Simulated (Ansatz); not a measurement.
System: Ti5Si.

Input file:

```
crystal:
  lattice:
    - [2.5228393509, 1.4565619783, 4.4409048145]
    - [-2.5228393509, 1.4565619783, 4.4409048145]
    - [0.0, -2.9131239567, 4.4409048145]
  atoms:
    - { symbol: Ti, position: [0.15143967, 0.15143967, 0.15143967] }
    - { symbol: Ti, position: [0.60535, 0.39465, 0.0] }
    - { symbol: Ti, position: [0.0, 0.60535, 0.39465] }
    - { symbol: Ti, position: [0.84856033, 0.84856033, 0.84856033] }
    - { symbol: Ti, position: [0.39465, 0.0, 0.60535] }
    - { symbol: Si, position: [0.5, 0.5, 0.5] }
basis:
  ecutwfc: 420
kpoints:
  mp_grid: { grid: [12, 12, 12] }
hamiltonian:
  xc: pbe
scf:
  occupations: { method: gaussian, width: 0.1 }
output:
  forces: true
  stress: true
  eigenvalues: true
  write_density: true
  write_potential: true
  elf: true
  volumetric_format: npy
relax:
  adjacent_minimum: "off"
  f_tol: 0.005
  max_steps: 80
  cell: { stress_tol: 0.05 }
```

Launched as:

```sh
ansatz run input.yaml --threads 2 --pin off --max-ram 7168MiB --backend cpu --events-out ev --progress --plain --runs-dir out
```

Below, planes, directions and counts refer to the conventional cell (a = 5.05 Å, b = 5.05 Å, c = 13.32 Å, α = 90.00°, β = 90.00°, γ = 120.00°).

Space group R32; a structure from a database of computed crystals, not necessarily the ambient phase; computed without spin polarisation.

Method: Ansatz, DFT PBE, scalar-relativistic, plane waves, PAW.

**Predict the valence pseudo-density and electron localisation function between the atoms.**

Ti–Ti (2.84 Å): ρ is about 0.18 e/Å³ halfway; the ELF is about 0.20 at the midpoint (no shared electron pair shows on this line).
The ELF has a maximum of about 0.70 in the space between the atoms, 1.7 Å from four Ti atoms, on no atom or two-centre bond.

**Metal or insulator at this level of theory?**

It is gapless in this calculation (a metal or semimetal).

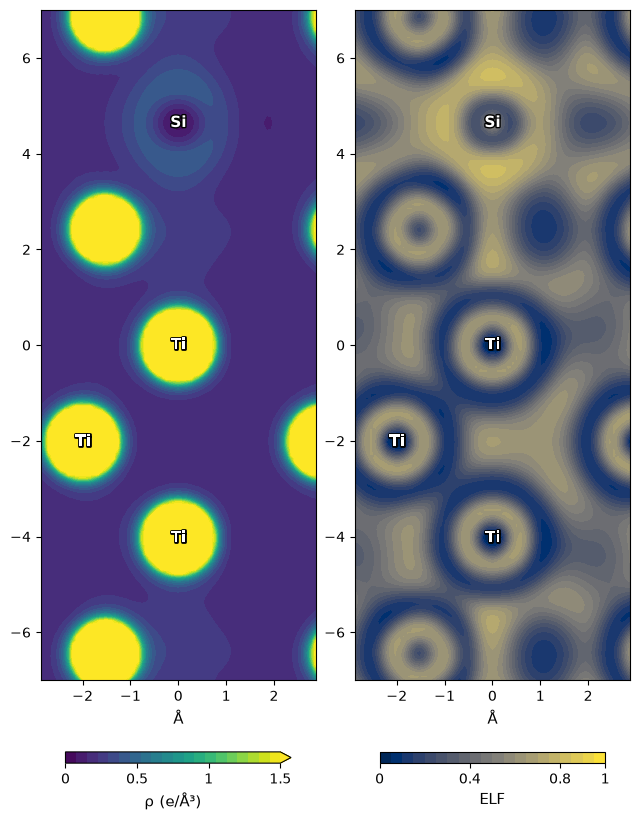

Computed valence pseudo-density and electron localisation function on the (100) plane of the conventional cell, in this order. Atoms just off the plane (Ti, 0.3 Å away) can leave unmarked features too.

Core electrons are frozen (PAW), and the valence fields are smoothed inside the atomic spheres.
